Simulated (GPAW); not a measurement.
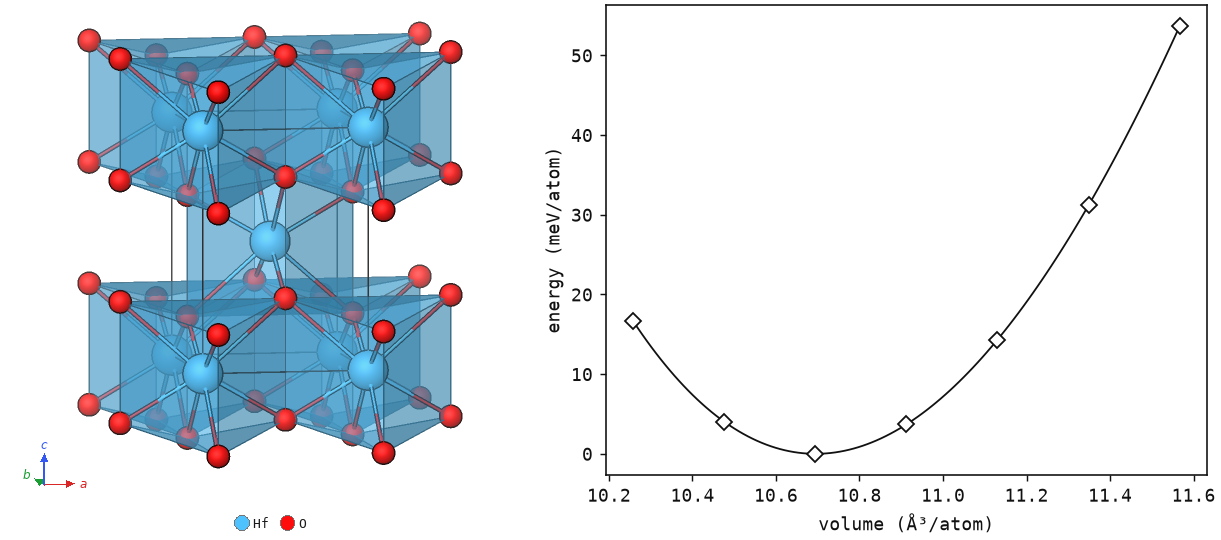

The picture above shows the energy against volume for HfO₂, space group P4_2/nmc (No. 137). The conventional cell is drawn beside the plot.

Starting cell:
```cif
data_structure
_symmetry_space_group_name_H-M 'P 1'
_symmetry_Int_Tables_number 1
_cell_length_a 3.5580
_cell_length_b 3.5580
_cell_length_c 5.1719
_cell_angle_alpha 90.000
_cell_angle_beta 90.000
_cell_angle_gamma 90.000
_cell_volume 65.47
loop_
_atom_site_label
_atom_site_type_symbol
_atom_site_fract_x
_atom_site_fract_y
_atom_site_fract_z
_atom_site_occupancy
Hf1 Hf 0.00000 0.00000 0.00000 1
Hf2 Hf 0.50000 0.50000 0.50000 1
O1 O 0.00000 0.50000 0.19721 1
O2 O 0.50000 0.00000 0.30279 1
O3 O 0.50000 0.00000 0.80279 1
O4 O 0.00000 0.50000 0.69721 1
```

How it was computed, with GPAW 26.7.0: PAW DFT in plane waves, on a grid or in atomic orbitals, no spin polarisation; energies at scaled volumes of the given cell, shape and fractions fixed, counted from the fit's minimum, third-order Birch-Murnaghan fit. Level: LDA.

```csv
setting,value
k mesh,5×5×4
occupations,Fermi–Dirac
smearing width,0.05 eV
potentials,GPAW PAW data sets (gpaw data 1.2.1)
wave cutoff,800 eV
program settings,basis pw
```

From this curve and the settings, what does the calculation give for the pressure at the same points?

The pressure falls from 12.52 GPa at volume 10.26 Å³/atom to −18.59 GPa at 11.57 Å³/atom, and changes sign near 10.69 Å³/atom.

| volume (Å³/atom) | pressure (GPa) |
| --- | --- |
| 10.26 | 12.52 |
| 10.48 | 5.85 |
| 10.69 | −0.14 |
| 10.91 | −5.52 |
| 11.13 | −10.35 |
| 11.35 | −14.70 |
| 11.57 | −18.59 |

Limits of the calculation: shape and atomic fractions are frozen while scaling, which makes layered, chain and framework solids too stiff.
